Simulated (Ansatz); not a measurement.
SiNi2

```xyz
6
Lattice="3.8385 0.0000 0.0000 -1.9193 3.3243 0.0000 0.0000 0.0000 5.1239" Properties=species:S:1:pos:R:3 pbc="T T T"
Si    0.0000    2.2162    3.8429
Si    1.9193    1.1081    1.2810
Ni    0.0000    0.0000    0.0000
Ni    0.0000    0.0000    2.5619
Ni    0.0000    2.2162    1.2810
Ni    1.9193    1.1081    3.8429
```

Space group P6₃/mmc; changed on purpose from its base cell (uniaxial strain along c, a, b and atoms relaxed: +4.0 %); computed pressure about −3 GPa in this cell; computed without spin polarisation.

Theory: DFT r2SCAN, scalar-relativistic, plane waves, PAW in Ansatz.

The density is the valence pseudo-density of a PAW calculation; it isn't the true density close to the nuclei.

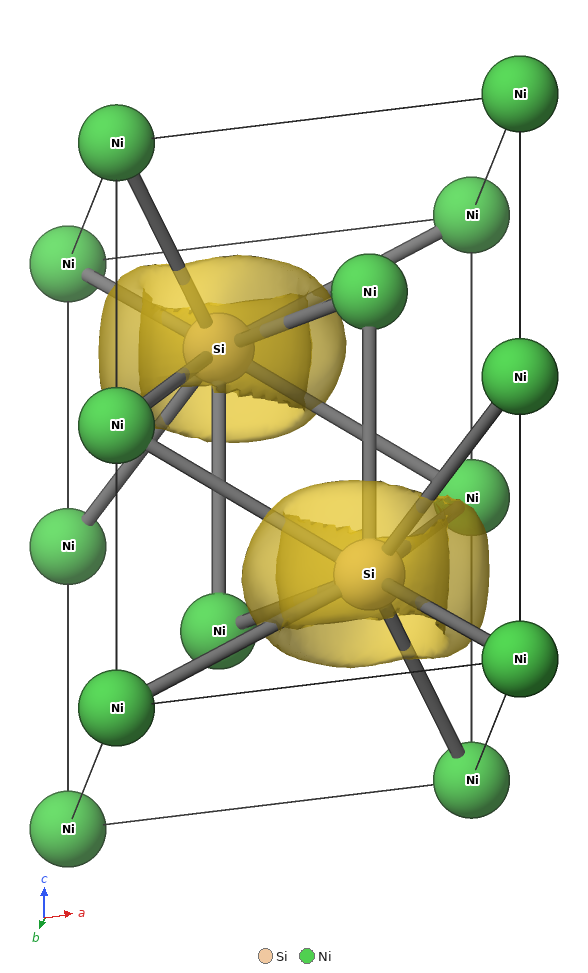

Figure 1. Isosurface of the electron localisation function at 0.6 (yellow), seen at an oblique angle. Core shells and regions of very low density are left out. Sticks mark near contacts.

### Identify the bonds, lone pairs and shells in this picture.

The surface consists of two regions wrapped around Si (the valence shell of each), counted in one cell of 6 atoms. Regions shared between cells count once. Along the contacts the grid gives the following. Si–Ni (2.22 Å): the ELF peaks at about 0.70 between the atoms. Si–Ni (2.56 Å): the ELF peaks at about 0.60 in the valence shell of Si, 0.9 Å from its nucleus, and is about 0.40 at the midpoint.

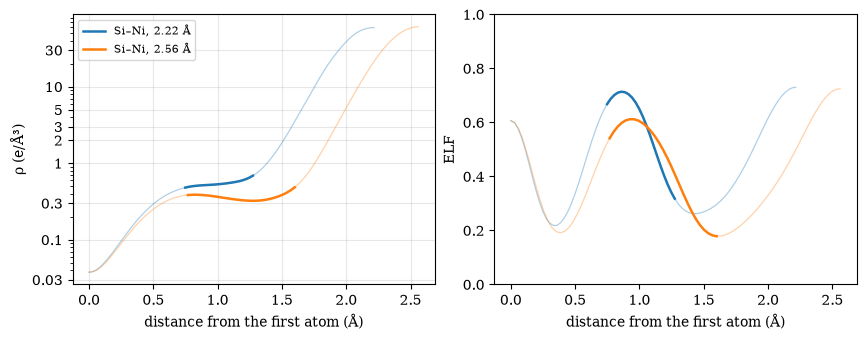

Figure 2. Valence pseudo-density and electron localisation function along straight lines between neighbouring atoms. Thin, pale parts lie inside the atomic spheres.

### What can be read from the curves?

Si–Ni (2.22 Å): ρ is about 0.56 e/Å³ halfway; the ELF peaks at about 0.70 between the atoms.
Si–Ni (2.56 Å): ρ is about 0.32 e/Å³ halfway; the ELF peaks at about 0.60 in the valence shell of Si, 0.9 Å from its nucleus, and is about 0.40 at the midpoint.

### Does the calculation give a band gap?

It is gapless in this calculation (a metal or semimetal).
